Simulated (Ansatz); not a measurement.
# Geometry relaxation, with input and output: C

- system: C (slab, 8 atoms in the cell)
- method: DFT PBE+D3(BJ), scalar-relativistic, plane waves, PAW, no spin polarisation (Ansatz 0.2.0)

The structure derives from a Materials Project entry. The input holds or restrains some coordinates. Forces given for the steps count only the free coordinates. It belongs to a series of runs on one base structure; here: clean slab, lower half held.

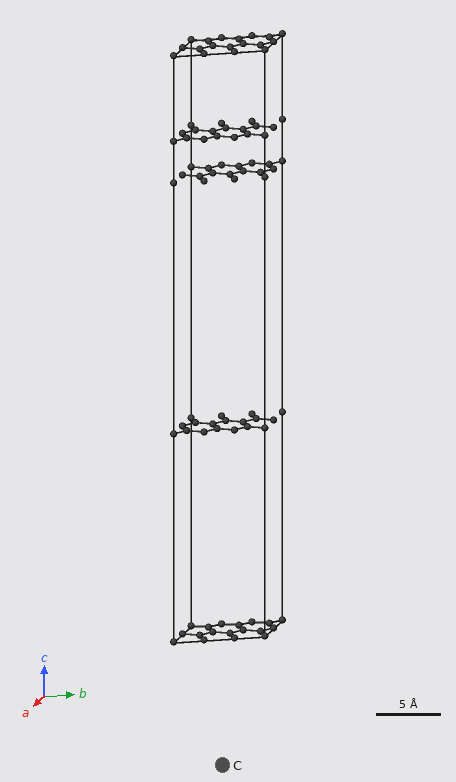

**Figure 1.** The structure as given in the input (ball-and-stick view of the 2 × 3 repeat of the cell, with the vacuum cut short, seen slightly off an axis). An atom can appear more than once, as a periodic image.

Summary:

| quantity | value |
| --- | --- |
| outcome | converged under the restraints of the input |
| electrons treated | 32 |
| free energy | −2008.3295 eV |
| work function, top face | 4.24 eV |
| work function, bottom face | 4.27 eV |
| Fermi energy | −1.794 eV |
| gap on the k-point mesh | none (metallic) |
| final volume | 323.38 Å³ |
| work function (upper face) | 4.24 eV |
| largest force (length of the vector) at the end, held atoms and coordinates included | 0.008 eV/Å |
| hardware | 2 threads of Intel Xeon (Granite Rapids), 192 GiB of memory available, shared host |
| wall time | 7.8 s (CPU time 15 s) |
| peak memory | 0.57 GiB |

Notes:

The program warns: the exchange-correlation potential is rough where the density is thin.

Input:
```yaml
crystal:
  lattice:
    - [2.4652678656, 0.0, 0.0]
    - [-1.2326339328, 2.1349845987, 0.0]
    - [0.0, 0.0, 61.4401657709]
  atoms:
    - { symbol: C, position: [0.0, 0.0, 0.1383459809] }
    - { symbol: C, position: [0.6666666667, 0.3333333333, 0.1383539429] }
    - { symbol: C, position: [0.0, 0.0, 0.4722948453] }
    - { symbol: C, position: [0.3333333333, 0.6666666667, 0.4722868833] }
    - { symbol: C, position: [0.0, 0.0, 0.5277051547] }
    - { symbol: C, position: [0.6666666667, 0.3333333333, 0.5277131167] }
    - { symbol: C, position: [0.3333333333, 0.6666666667, 0.8616460571] }
    - { symbol: C, position: [0.0, 0.0, 0.8616540191] }
basis:
  ecutwfc: 420
kpoints:
  mp_grid: { grid: [12, 12, 1] }
hamiltonian:
  xc: pbe
  dispersion: d3bj
scf:
  occupations: { method: gaussian, width: 0.1 }
output:
  forces: true
  eigenvalues: true
  write_density: true
  write_potential: true
  elf: true
  volumetric_format: npy
relax:
  adjacent_minimum: "off"
  f_tol: 0.03
  max_steps: 70
  constraints: [{ sites: [0, 1, 2, 3] }]
efield:
  axis: 3
  dipole_correction: true
  ramp_width: 0.04
```

Command:
```bash
ansatz run input.yaml --threads 2 --pin off --max-ram 5120MiB --backend cpu --events-out ev --progress --plain --runs-dir out
```

What the program printed:
```
Engine: ansatz 0.2.0, x86_64-unknown-linux-gnu
Pseudopotentials: kind: paw
Pseudopotential: C, paw, valence charge 4, recommended cutoff 420 eV (normal), C.paw.azcp
Functional definition: PBE
  parameter kappa = 0.804
  parameter beta = 0.06672455060314922
  exchange = pbe_x(kappa = kappa, mu = beta*pi^2/3)
  correlation = pbe_c(beta = beta)
Crystal: 8 atoms, lattice volume = 323.379 Å³
Basis set: ecut = 420 eV, 6091 PW (Γ), exchange–correlation on 36×36×864 points (8 copies of the dense FFT grid, shifted against one another)
Bands: 24, of which v1, the nominal top of the filled ones, is band 16 counted from 1 (15 counted from 0)
Symmetry: 6 space group operations
k-points: 19 of 144 (time reversal used)
Non-local potential: C, projectors of the file, l = 0: 2, l = 1: 2, l = 2: 1
PAW form: soft (Blöchl's): semilocal exchange-correlation on the pseudo side does not see the compensation charge
PAW one-centre angular grid: C, 110 points (default); XC on 64 Gauss nodes
Initial density: superposition of atomic densities (neutral atoms: chi_scale 0, normalization atom), corrected by the library's trained network
Initial wavefunctions: pseudopotential atomic-orbital guess
Functional: x = pbe(κ = 0.804, μ = 0.2195149727645171), c = pbe(β = 0.06672455060314922)
SCF iter   1: F=—  HF=-2008.332525 eV  |F-HF|=—  |Δ(HF+E_count)|=         —  Δρ=2.05e-3  dr2=1.30e-1  ethr=1.77e-3  p=-0.000 e·Å  D=-1.77e-6 V/Å  ΔV_dip=0.00 eV  dr2_dipole=1.73e-1  V_vac-E_F(+/−)=4.39/4.39 eV  ⟨swp⟩=11.7  Hψ=3144  notcnv=0
efield: sawtooth ramp at fractional position 0.2853 (placed from the atoms, in the widest stretch of the axis that holds none; the zero of the levels goes with the place), width 0.0400; the density the first Hamiltonian is built on has a dipole p = -0.000 e·Å; the dipole correction subtracts the counter field D = -1.77e-6 V/Å, which shifts the + side's vacuum level by +0.00 eV against the − side's; the planar-averaged density in the ramp window peaks in size at 5.1e-6 e/Å³. `efield.ramp_position` is left out, and this cell has another vacuum in which the ramp fits: it would begin at 0.6747. With the ramp there the field meets the layers in another order: in general a different system, not this one with shifted levels. To fix the choice set `efield.ramp_position` to one of the two positions. That makes the deck a different calculation: no resume, pass or `ramp:` run of it reads a state saved before the change, this run's included, so run the changed deck from the start
preconditioner: auto → LDOS  [insulator: Δε(μ)=0.166 eV  Ē_g=14.813 eV  σ=0.100 eV  W_gap=0.69  n_scr=36 (ndim 8)  ℏωp=11.7 eV  f_vac=0.746  D(μ)=0.59/eV (n_scr^D=10)  ε∞_Penn≈1.6  β→1.0]
SCF iter   2: F=—  HF=-2008.334722 eV  |F-HF|=—  |Δ(HF+E_count)|=   2.20e-3  Δρ=1.15e-3  dr2=1.53e-1  ethr=4.06e-4  p=0.004 e·Å  D=1.97e-3 V/Å  ΔV_dip=-0.12 eV  dr2_dipole=2.14e-1  V_vac-E_F(+/−)=4.16/4.28 eV  ⟨swp⟩=3.3  Hψ=802  notcnv=0  defer=38
SCF iter   3: F=—  HF=-2008.329321 eV  |F-HF|=—  |Δ(HF+E_count)|=   5.40e-3  Δρ=4.04e-4  dr2=9.98e-3  ethr=4.06e-4  p=0.001 e·Å  D=4.20e-4 V/Å  ΔV_dip=-0.03 eV  dr2_dipole=1.40e-2  V_vac-E_F(+/−)=4.25/4.28 eV  ⟨swp⟩=1.9  Hψ=519  notcnv=0  defer=38
SCF iter   4: F=—  HF=-2008.329412 eV  |F-HF|=—  |Δ(HF+E_count)|=   9.12e-5  Δρ=1.64e-4  dr2=5.09e-4  ethr=3.12e-5  p=0.001 e·Å  D=7.43e-4 V/Å  ΔV_dip=-0.05 eV  dr2_dipole=7.25e-4  V_vac-E_F(+/−)=4.24/4.28 eV  ⟨swp⟩=1.5  Hψ=647  notcnv=0  defer=38
SCF iter   5: F=—  HF=-2008.329457 eV  |F-HF|=—  |Δ(HF+E_count)|=   4.49e-5  Δρ=5.12e-5  dr2=1.18e-4  ethr=1.59e-6  p=0.001 e·Å  D=5.61e-4 V/Å  ΔV_dip=-0.03 eV  dr2_dipole=1.73e-4  V_vac-E_F(+/−)=4.24/4.27 eV  ⟨swp⟩=1.9  Hψ=579  notcnv=0  defer=39
SCF iter   6: F=—  HF=-2008.329488 eV  |F-HF|=—  |Δ(HF+E_count)|=   3.11e-5  Δρ=2.27e-5  dr2=8.83e-5  ethr=3.67e-7  p=0.001 e·Å  D=4.37e-4 V/Å  ΔV_dip=-0.03 eV  dr2_dipole=1.40e-4  V_vac-E_F(+/−)=4.24/4.27 eV  ⟨swp⟩=1.3  Hψ=430  notcnv=0  defer=38
SCF iter   7: F=—  HF=-2008.329489 eV  |F-HF|=—  |Δ(HF+E_count)|=   7.09e-7  Δρ=1.34e-5  dr2=3.70e-5  ethr=2.76e-7  p=0.001 e·Å  D=4.67e-4 V/Å  ΔV_dip=-0.03 eV  dr2_dipole=5.88e-5  V_vac-E_F(+/−)=4.24/4.27 eV  ⟨swp⟩=1.0  Hψ=410  notcnv=0  defer=38
SCF iter   8: F=-2008.329484 eV  HF=-2008.329489 eV  |F-HF|=5.29e-6  |Δ(HF+E_count)|=   9.55e-8  Δρ=3.11e-6  dr2=2.11e-6  ethr=7.03e-8  p=0.001 e·Å  D=5.01e-4 V/Å  ΔV_dip=-0.03 eV  dr2_dipole=3.31e-6  V_vac-E_F(+/−)=4.24/4.27 eV  ⟨swp⟩=28.5  Hψ=4521  notcnv=0
SCF 1 converged in 8 iterations: F = -2008.329484 eV  dr2 = 2.11e-6
  greatest PAW one-centre occupation: 0.673 electrons in one spin orbital (limit 2), on the C atom at site 2 (counted from 0), in its partial waves of l = 0
relax step   1: F+E_penalty+E_count = -2008.32948397 eV  Δ(F+E_penalty+E_count) = +0.000e0 eV  max|allowed force component| = 8.230e-3 eV/Å  Δτ_max = 0.0000 Å  (8 SCF iters, dr2 threshold 2.25e-5 eV, accepted)
Initial density: handed on by an earlier stage of this run
Initial wavefunctions: those handed on with the density
iter 1 solved again at ethr=6.58e-9 eV; its pass at ethr=3.10e-3 eV (dr2=2.11e-6 eV) is discarded
SCF iter   1: F=—  HF=-2008.329451 eV  |F-HF|=—  |Δ(HF+E_count)|=         —  Δρ=3.10e-6  dr2=2.11e-6  ethr=6.58e-9  p=0.001 e·Å  D=5.01e-4 V/Å  ΔV_dip=-0.03 eV  dr2_dipole=3.31e-6  V_vac-E_F(+/−)=4.24/4.27 eV  ⟨swp⟩=1.0  Hψ=1368  notcnv=0
efield: sawtooth ramp at fractional position 0.2853 (handed on by an earlier solve), width 0.0400; the density the first Hamiltonian is built on has a dipole p = 0.001 e·Å; the dipole correction subtracts the counter field D = 5.01e-4 V/Å, which shifts the + side's vacuum level by -0.03 eV against the − side's; the planar-averaged density in the ramp window peaks in size at 6.6e-8 e/Å³
preconditioner: auto → LDOS  [metal: Δε(μ)=0.001 eV  Ē_g=14.730 eV  σ=0.100 eV  W_gap=0.00  n_scr=36 (ndim 8)  ℏωp=11.7 eV  f_vac=0.749  D(μ)=0.94/eV (n_scr^D=14)  β→1.0]
SCF iter   2: F=-2008.329489 eV  HF=-2008.329489 eV  |F-HF|=2.43e-7  |Δ(HF+E_count)|=   3.78e-5  Δρ=7.02e-7  dr2=1.40e-9  ethr=3.13e-10  p=0.001 e·Å  D=5.11e-4 V/Å  ΔV_dip=-0.03 eV  dr2_dipole=1.83e-13  V_vac-E_F(+/−)=4.24/4.27 eV  ⟨swp⟩=11.6  Hψ=3224  notcnv=0
SCF 2 converged in 2 iterations: F = -2008.329489 eV  dr2 = 1.40e-9
relax step   2: F+E_penalty+E_count = -2008.32948935 eV  Δ(F+E_penalty+E_count) = -5.379e-6 eV  max|allowed force component| = 8.224e-3 eV/Å  Δτ_max = 0.0000 Å  (2 SCF iters, accepted)
```

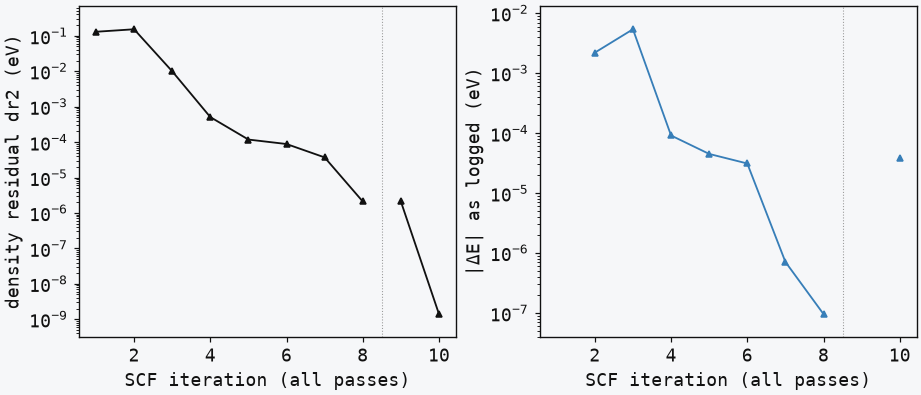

**Figure 2.** Convergence of the self-consistent field: density residual dr2 and size of the energy change against the SCF iteration. The dotted lines part the SCF passes of the relaxation: geometry steps, rejected trials and re-solves on a re-selected basis. The passes take 8 and 2 iterations.

```
WARN: The output density's exchange-correlation potential varies sharply where the density is thin. Do not read a vacuum level from v_tot or v_xc, or from such a field of the output density. On a cell that repeats whose density bears no net charge and no dipole along the vacuum's axis use v_es (v_loc + v_h of the components); under efield.dipole_correction with no amplitude use v_es + v_field, which holds any external_charges[].barrier, or the levels of the report's work_function block, which leave it out; under a non-zero efield.amplitude the vacuum is tilted and has no level; on a cell that repeats and bears such a dipole with no correction it is tilted too, and efield.dipole_correction with no amplitude gives each side of its ramp a level where efield: is served; in a cell that repeats whose density bears a net charge (total_charge, or a fill off its count) it is curved and has none; of a slab under crystal.periodic whose density bears no net charge use v_es, which has a level on each side, short of where the two are joined; of another it falls or rises all the way out and has none; of a slab beside external_charges read slab_vacuum_level instead, which it has where they leave it neutral. The grid or the basis barely resolves most such structure, and the values can differ between equally converged runs; as a rule a tighter scf.convergence.dr2_threshold does not remove it. Where the density itself ripples (under the LDA too) a higher basis.ecutwfc lessens it. The files hold the spikes' plane waves up to the density's cutoff. Files: v_tot_of_output_density and the like, and their columns of v_z.tsv (output.write_potential); v_xc_of_output_density and the like, and their columns of v_comp_z.tsv (output.write_potential_components). Measured: with its Gaussian average of σ = 0.25 Å subtracted twice, the exchange-correlation potential is over 0.1 eV at 48 of the grid points where the equally averaged density (valence and model cores) is under 1e-3 e/Å³, and 0.417 eV at the most among them, at an averaged density of 2.3e-7 e/Å³. The input density's (outcome.potential() and, of a run that writes arrays, v_tot and v_xc) is over 0.1 eV, so measured, at 849 points of its own thin density, 0.420 eV at the most. See output.write_potential in the manual, Limitations
SCF converged after 2 iterations
Free energy (F): -2008.329489 eV
Harris-Foulkes:  -2008.329489 eV  (|F-HF|=2.43e-7)
Internal energy: -2008.324788 eV  (E = F + TS)
E sigma→0 (E₀):  -2008.327139 eV
Entropy (-TS):   -0.004702 eV (-0.588 meV/atom)
Fermi energy:    -1.793639 eV
Dipole field:    D = 0.000512 V/Å  (p = 0.000914 e·Å, saw-weighted, corrected)
Work function:   Φ+ = 4.2420 eV   Φ− = 4.2734 eV
Levels:          The Fermi level and band energies are counted from a zero that moves with the ramp; work functions are not
--- Per-component energies (eV) ---
  E_band       = -350.056865
  E_kinetic    = 726.929240
  E_local      = -20174.657816  (includes V_loc(G=0)·N_el)
  E_nonlocal   = 218.375802
  E_hartree    = 9704.420407
  E_xc         = -383.832392
  E_vxc        = -475.178270  (∫ρ·V_xc dr)
  E_paw        = -794.746259  (= ΣΔE_a)
  E_vpaw       = -54.421584  (= ΣTr[D̂ρ^β])
  E_aug_tail   = 0.000060  (compensation charges beyond the density's cutoff)
  E_efield     = 0.000000  (sawtooth field / dipole correction)
  E_vefield    = 0.055650  (∫n·V_field dr)
  E_ewald      = 8696.014873
  E_disp       = -0.828702  (pairwise vdW)
  E_smearing   = -0.004702  (= −TS)
  E_closure    = 0.000000  (closes the sum)
  Σ components = -2008.329489   (vs F -2008.329489, Δ=0.00e0)
--- Forces (eV/Å), atoms counted from 1 ---
  atom   1  C      0.00000000     0.00000000     0.00820610
  atom   2  C      0.00000000     0.00000000    -0.00822232
  atom   3  C      0.00000000     0.00000000     0.00695542
  atom   4  C      0.00000000     0.00000000    -0.00037517
  atom   5  C      0.00000000     0.00000000    -0.00695523
  atom   6  C      0.00000000     0.00000000     0.00038090
  atom   7  C     -0.00000000     0.00000000     0.00822385
  atom   8  C      0.00000000     0.00000000    -0.00820474
  max |Σ_I F_I| component: 8.81e-6 eV/Å
--- Band table (eV; the first three rows and the last of 19) ---
  k-point 0: bands = ["-21.3768", "-21.3237", "-21.3236", "-21.2426", "-9.8507", "-9.4207", "-9.4205", "-8.9474", "-4.8417", "-4.8417", "-4.8416", "-4.8416", "-4.8277", "-4.8277", "-4.8202", "-4.8202", "1.4626", "1.4681", "1.6280", "1.9846", "2.2047", "2.2594", "2.6224", "2.6868"]
  k-point 1: bands = ["-21.2121", "-21.1598", "-21.1597", "-21.0794", "-9.6519", "-9.2245", "-9.2243", "-8.7545", "-5.4937", "-5.4936", "-5.4833", "-5.4689", "-5.1809", "-5.1808", "-5.1691", "-5.1572", "1.6854", "1.6909", "1.8488", "2.2086", "2.4310", "2.4852", "2.8504", "2.9146"]
  k-point 2: bands = ["-20.7199", "-20.6697", "-20.6696", "-20.5912", "-9.0603", "-8.6412", "-8.6410", "-8.1817", "-7.1333", "-7.1332", "-7.1301", "-7.1020", "-5.9753", "-5.9752", "-5.9662", "-5.9491", "2.3538", "2.3590", "2.5110", "2.8792", "3.1089", "3.1613", "3.5345", "3.5977"]
  k-point 18: bands = ["-14.4298", "-14.4023", "-14.4023", "-14.4022", "-14.4022", "-14.3859", "-14.3857", "-14.3459", "-12.3694", "-12.3693", "-12.3529", "-12.3528", "-2.0944", "-1.7939", "-1.7937", "-1.7936", "-1.7936", "-1.7935", "-1.7935", "-1.4763", "8.7864", "8.7868", "8.8219", "8.8223"]
--- Relaxed structure (2 steps of the walk, 2 accepted, 0 SCFs on fresh bases) ---
  F+E_penalty+E_count = -2008.32948935 eV   max|allowed force component| = 8.224e-3 eV/Å
  atoms:
    - { symbol: C, position: [0.0, 0.0, 0.13834598089999997] }
    - { symbol: C, position: [0.6666666666666666, 0.3333333333333333, 0.13835394289999997] }
    - { symbol: C, position: [0.0, 0.0, 0.47229484529999993] }
    - { symbol: C, position: [0.3333333333333333, 0.6666666666666667, 0.4722868832999999] }
    - { symbol: C, position: [0.0, 0.0, 0.5277051547] }
    - { symbol: C, position: [0.6666666666666666, 0.3333333333333333, 0.5277131166999999] }
    - { symbol: C, position: [0.3333333333333333, 0.6666666666666667, 0.8616460570999999] }
    - { symbol: C, position: [0.0, 0.0, 0.8616540190999998] }
```

Trajectory as extended XYZ (Å, eV, eV/Å), 2 frames, from step=1 to step=2:
```
8
Lattice="2.4653 0.0000 0.0000 -1.2326 2.1350 0.0000 0.0000 0.0000 61.4402" Properties=species:S:1:pos:R:3:forces:R:3 step=1 energy=-2008.32948
C     0.0000    0.0000    8.5000    0.0000   0.0000   0.0082
C     1.2326    0.7117    8.5005    0.0000   0.0000  -0.0082
C     0.0000    0.0000   29.0179    0.0000   0.0000   0.0069
C     0.0000    1.4233   29.0174    0.0000   0.0000  -0.0004
C     0.0000    0.0000   32.4223    0.0000   0.0000  -0.0069
C     1.2326    0.7117   32.4228    0.0000   0.0000   0.0004
C     0.0000    1.4233   52.9397    0.0000   0.0000   0.0082
C     0.0000    0.0000   52.9402    0.0000   0.0000  -0.0082
8
Lattice="2.4653 0.0000 0.0000 -1.2326 2.1350 0.0000 0.0000 0.0000 61.4402" Properties=species:S:1:pos:R:3:forces:R:3 step=2 energy=-2008.32949
C     0.0000    0.0000    8.5000    0.0000   0.0000   0.0082
C     1.2326    0.7117    8.5005    0.0000   0.0000  -0.0082
C     0.0000    0.0000   29.0179    0.0000   0.0000   0.0070
C     0.0000    1.4233   29.0174    0.0000   0.0000  -0.0004
C     0.0000    0.0000   32.4223    0.0000   0.0000  -0.0070
C     1.2326    0.7117   32.4228    0.0000   0.0000   0.0004
C     0.0000    1.4233   52.9397    0.0000   0.0000   0.0082
C     0.0000    0.0000   52.9402    0.0000   0.0000  -0.0082
```

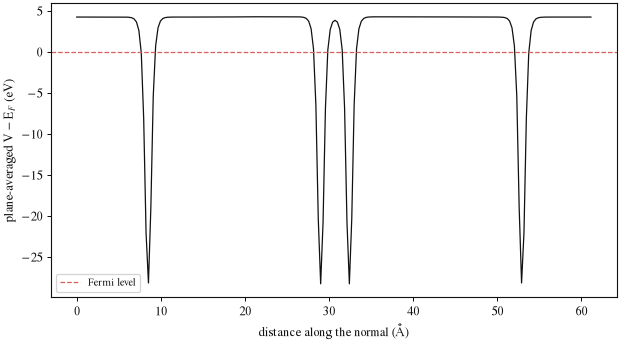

**Figure 3.** Plane average of the electrostatic potential energy of an electron across the cell, from the Fermi level. The vacuum level lies 4.24 eV above the Fermi level on the upper side and 4.27 eV on the lower.

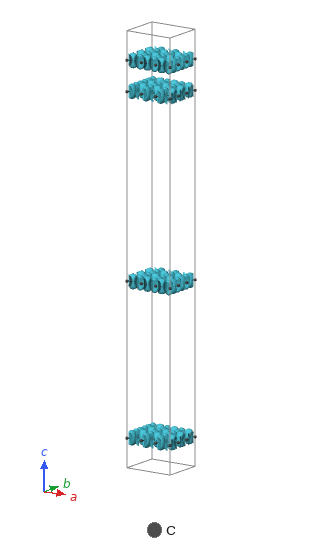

**Figure 4.** Isosurface of the ELF at 0.7 (cyan), seen slightly off an axis. Only the valence region is drawn (cores and ρ < 0.01 e/Å³ removed). Sticks mark near contacts. Values along the shortest contacts: In a PAW calculation such maps are meaningful between the atoms, not at the nuclei.

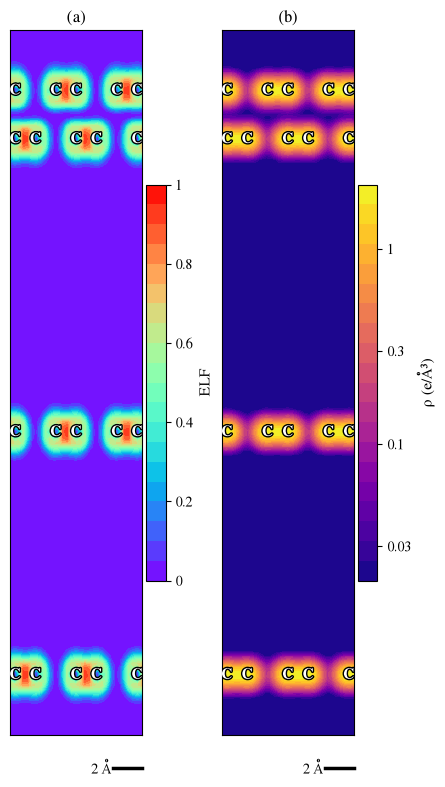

**Figure 5.** (a) electron localisation function; (b) valence charge density (pseudo) on the (110) plane of the calculation cell, a cut from vacuum to vacuum. The section cuts through C sites. C–C (1.42 Å): ρ at the midpoint is about 2 e/Å³; the ELF peaks at about 0.95 between the atoms, which marks a covalent bond. The density dies away to nearly zero in the vacuum.
